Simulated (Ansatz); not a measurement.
A series of calculations on ZnS and related structures

**1. Relaxation**

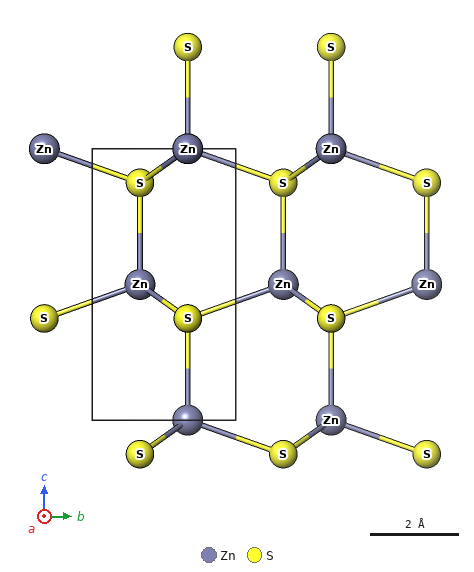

A crystal of ZnS (set up in P6_3mc), before the relaxation. A ball-and-stick model of the cell of the calculation, repeated 1 × 2 × 1 with one cell outlined, seen along the a axis.

Theory: Ansatz 0.2.0, DFT PBE, scalar-relativistic, plane waves, PAW.

Input
```yaml
crystal:
  lattice:
    - [3.8057964671, 0.0, 0.0]
    - [-1.9028982335, 3.2959164221, 0.0]
    - [0.0, 0.0, 6.23798163]
  atoms:
    - { symbol: Zn, position: [0.33333333, 0.66666667, 0.00013968] }
    - { symbol: Zn, position: [0.66666667, 0.33333333, 0.50013968] }
    - { symbol: S, position: [0.33333333, 0.66666667, 0.37486032] }
    - { symbol: S, position: [0.66666667, 0.33333333, 0.87486032] }
basis:
  ecutwfc: 420
kpoints:
  mp_grid: { grid: [12, 12, 6] }
hamiltonian:
  xc: pbe
scf:
  occupations: { method: gaussian, width: 0.02 }
output:
  forces: true
  stress: true
  eigenvalues: true
  write_density: true
  write_potential: true
  elf: true
  volumetric_format: npy
relax:
  adjacent_minimum: "off"
  f_tol: 0.005
  max_steps: 80
  cell: { stress_tol: 0.05 }
```

Launched with:
```bash
ansatz run input.yaml --threads 4 --pin off --max-ram 8192MiB --backend cpu --events-out ev --progress --plain --runs-dir out
```

What does the optimiser find from here?

The energy falls by 4.4 meV per atom in 2 accepted moves (3 points after the start). Largest force component: 0.011 eV/Å at the start, 0.00097 eV/Å at the end. The pressure goes from 2.33 to 0.05 GPa. At 1 point the geometry stayed and the basis and grid were re-selected for the new cell (energy shift of 0.3 meV per atom at most each time). No atom moves by more than 0.005 Å relative to the cell. The drawn cell changes as follows: a = b 3.806 → 3.844 Å (+1.0 %), c 6.238 → 6.305 Å (+1.1 %); the volume changes by +3.1 %. Some distances before and after: Zn1–S4 2.332 → 2.356 Å, Zn1–S3 2.338 → 2.361 Å. The space group stays P6_3mc (No. 186).

The end point in the same view:

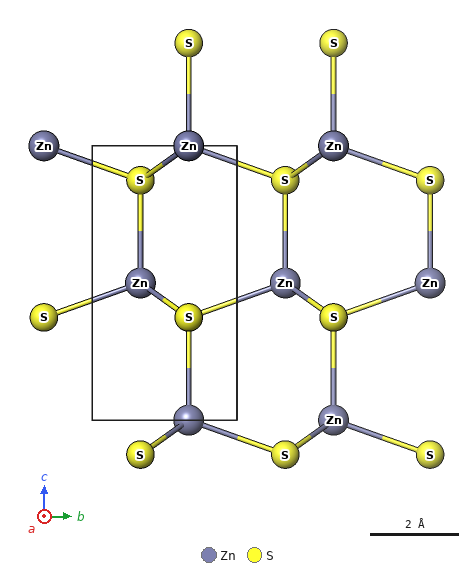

**2. Relaxation**

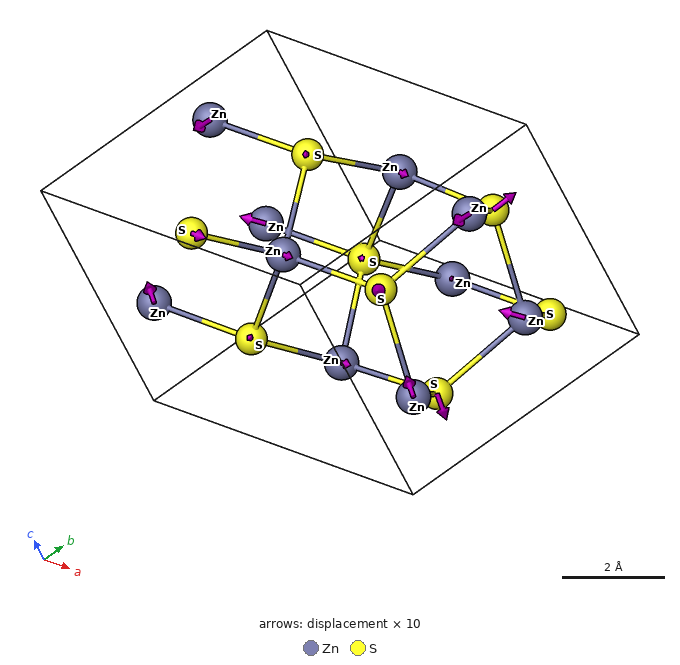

This is a relaxation of a defect cell of composition Zn7S8 (cell charge −1). The starting structure is drawn; purple arrows show the displacements, 10 times their true length.

The picture is a ball-and-stick view of the cell of the calculation, seen from a free direction.

Case: Zn vacancy (site b), charge -1, atoms relaxed at the host's cell.

Theory: DFT PBE, scalar-relativistic, plane waves, PAW (Ansatz). (plane-wave cutoff 420 eV; k-point mesh 2 × 2 × 2; occupations gaussian; smearing width 0.01 eV; collinear spin; atoms relaxed in a fixed cell; force threshold 0.025 eV/Å; at most 45 steps)

### Describe the change and its energy.

Over 5 geometry steps the energy falls by 30.5 meV per cell of the calculation. The largest force component goes from 0.18 to 0.0052 eV/Å. The largest moves, 0.060 Å, are those of S atoms. Largest moves by element: S 0.060 Å, Zn 0.058 Å. The lattice vectors keep their values. Some distances before and after: S–Zn 2.372 → 2.402 Å, S–Zn 2.334 → 2.321 Å, S–Zn 2.395 → 2.406 Å, S–Zn 2.359 → 2.364 Å. Among the angles between lasting bonds that change: S–Zn–S 109.3° → 114.5°, Zn–S–Zn 110.8° → 108.5°, Zn–S–Zn 109.1° → 107.1°. Cost: 20 s on 4 threads of Arm Neoverse V2 (shared host), peak memory 0.91 GiB.

Limits of the set-up: the k-point mesh is coarse for a cell with partly filled bands; the periodic images lie only 6.3 Å apart, so the values are limited by the cell's size; the cell is charged, on a uniform background, and energies carry no finite-size correction.

**3. Defect**

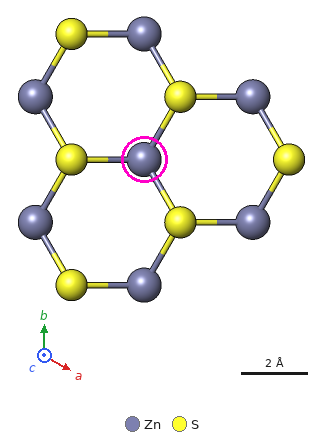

Perfect ZnS. The picture is a ball-and-stick view of the atoms within 5.1 Å of one point, in a slice 5.0 Å thick across the line of sight, seen along the c axis.

All numbers below come from Ansatz 0.2.0, DFT PBE, scalar-relativistic, plane waves, PAW. (plane-wave cutoff 420 eV; k-point mesh 2 × 2 × 2; occupations gaussian; smearing width 0.01 eV; no spin polarisation) The cell is small and the k-mesh coarse, so the numbers are rough. The axes drawn are those of the host's conventional cell.

A zinc atom is taken out (a vacancy) at the ringed place, in charge state 0. The supercell has 16 sites, and the atoms are relaxed at the host's cell.

### How do the neighbours respond?

Around the empty Zn site the host had 4 S at 2.36 Å; after relaxation the nearest atoms are 4 S at 2.29 to 2.38 Å. Of the host's atoms, a zinc atom moves furthest from its site, by 0.08 Å.

The relaxed defect, seen from the same direction:

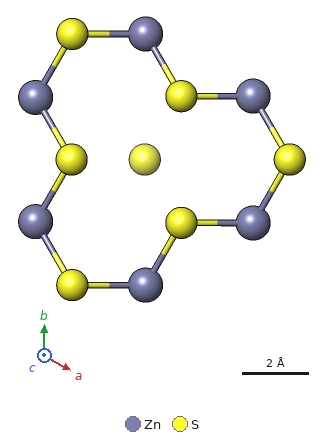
